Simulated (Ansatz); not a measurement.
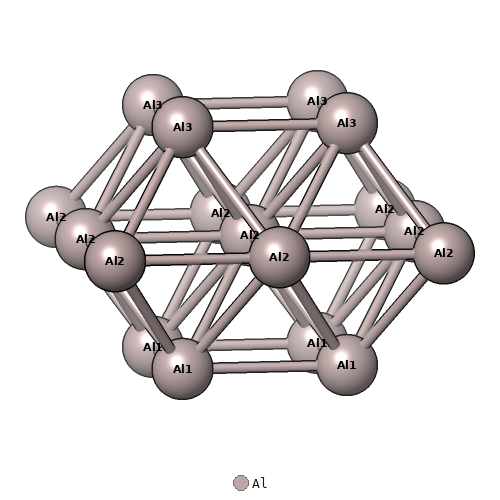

The system is N on an Al(100) slab cut from the Fm-3m phase, its upper half relaxed before the scan (3 atoms of substrate and one adsorbate in a 1 × 1 cell); the picture shows it without the atoms that are moved over the map. N is moved along a line over the surface and along the normal, above a rigid substrate. First axis: position of N4 along the second surface vector, from above Al3. Second axis: height of N4 above the plane of Al3. The grid has 6 × 7 points; 23 points were computed and 11 follow by symmetry. At 8 points there is no value (left out of the scan, as a rule where atoms come close). Points are written as (first, second). All energies are given in eV relative to the lowest grid point. Energies and slopes of some neighbouring points disagree (a jump in structure or state, or too coarse a mesh). Level of theory: DFT PBE, scalar-relativistic, plane waves, PAW (Ansatz). Settings: cutoff 420 eV, k-mesh 9×9×1, gaussian smearing 0.1 eV, spin-polarised.

Range: position of N4 along the second surface vector from 0.00 to 2.38 Å; height of N4 above the plane of Al3 from 0.85 to 3.67 Å.

Predict the map.

Answer. The lowest grid point is at (1.43 Å, 0.85 Å) [nearest 2 Al at 1.66 Å]. It lies on the edge of the grid, but the force there points inwards, so the minimum lies inside the range. The highest grid point, (1.43 Å, 3.67 Å) [nearest 2 Al at 3.94 Å], lies 3.86 eV above the lowest.

| second ↓, first → | 0.00 | 0.48 | 0.95 | 1.43 | 1.90 | 2.38 |
| --- | --- | --- | --- | --- | --- | --- |
| 3.67 | 3.85 | 3.85 | 3.85 | 3.86 | 3.85 | 3.85 |
| 2.97 | 3.67 | 3.68 | 3.70 | 3.71 | 3.70 | 3.68 |
| 2.47 | 3.19 | 3.23 | 3.32 | 3.36 | 3.32 | 3.23 |
| 2.07 | 2.37 | 2.41 | 2.53 | 2.61 | 2.53 | 2.41 |
| 1.66 | 2.18 | 1.83 | 1.40 | 1.30 | 1.40 | 1.83 |
| 1.26 | – | – | 1.64 | 0.16 | 1.64 | – |
| 0.85 | – | – | – | 0.00 | – | – |

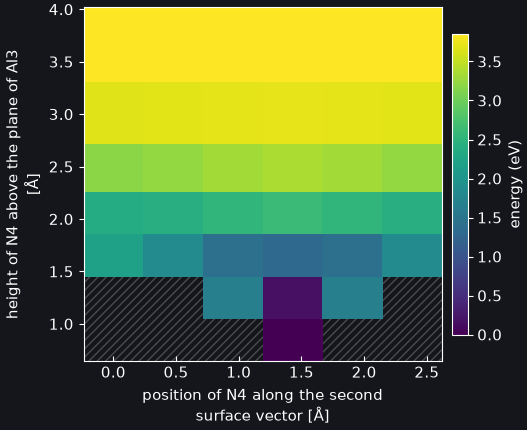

In the figure: one coloured cell a grid point, hatched blanks where no value was computed.

Time for the 23 points that were run: 11 min on 1 thread of Arm Neoverse V1, on a shared host.

PAW datasets: the set soft_1.
